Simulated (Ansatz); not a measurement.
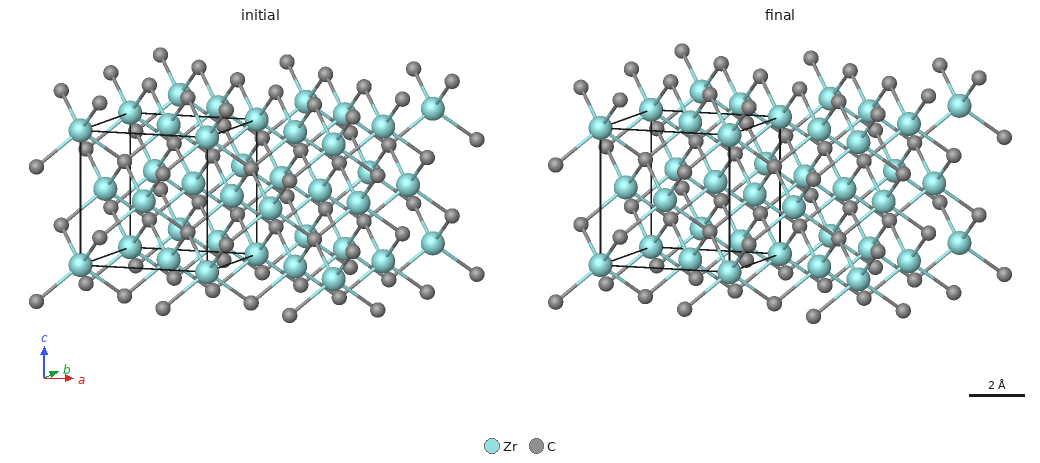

The structure of crystalline ZrC (a generated structure, set up in F-43m) before (left) and after (right) a relaxation, at one scale.

The picture is a ball-and-stick view of the conventional cell (4 times the calculation's cell), repeated 2 × 2 × 1 with one cell outlined, seen slightly off an axis. Lengths and directions refer to the drawn axes.

Case: cell and atoms relaxed from a first guess.

Level of theory: DFT, PBE, PAW with Ansatz's default frozen-core files, scalar-relativistic in Ansatz.

The input:
```yaml
crystal:
  lattice:
    - [0.0, 2.4983568504, 2.4983568504]
    - [2.4983568504, 0.0, 2.4983568504]
    - [2.4983568504, 2.4983568504, 0.0]
  atoms:
    - { symbol: Zr, position: [0.0, 0.0, 0.0] }
    - { symbol: C, position: [0.25, 0.25, 0.25] }
kpoints:
  mp_grid: { grid: [11, 11, 11] }
scf:
  occupations: { method: fermi_dirac, width: 0.03 }
hamiltonian:
  xc: pbe
  pseudopotentials: { kind: paw }
output:
  forces: true
  stress: true
relax:
  f_tol: 0.005
  max_steps: 80
  cell: {}
```

Launched with:
```bash
ansatz run input.yaml --threads 1 --pin off --max-ram 2048MiB --backend cpu --events-out ev --progress --plain --runs-dir out
```

### Describe what moved and what it gained.

No atom moves by more than 0.005 Å relative to the cell. The drawn cell changes as follows: a = b = c 4.997 → 5.090 Å (+1.9 %); the volume changes by +5.7 %. Among the contacts that change: Zr1–C2 2.164 → 2.204 Å. The space group stays F-43m (No. 216). After 4 accepted moves (6 points after the start) the energy has fallen by 24.0 meV per atom. All forces vanish by symmetry, so only the cell relaxes. The pressure goes from 9.00 to 0.00 GPa. The SCF was repeated twice at an unchanged geometry on a basis and grid sized afresh for the cell, which shifted the energy by 1.2 meV per atom at most. The run took of the order of 11 core-seconds on a shared host.
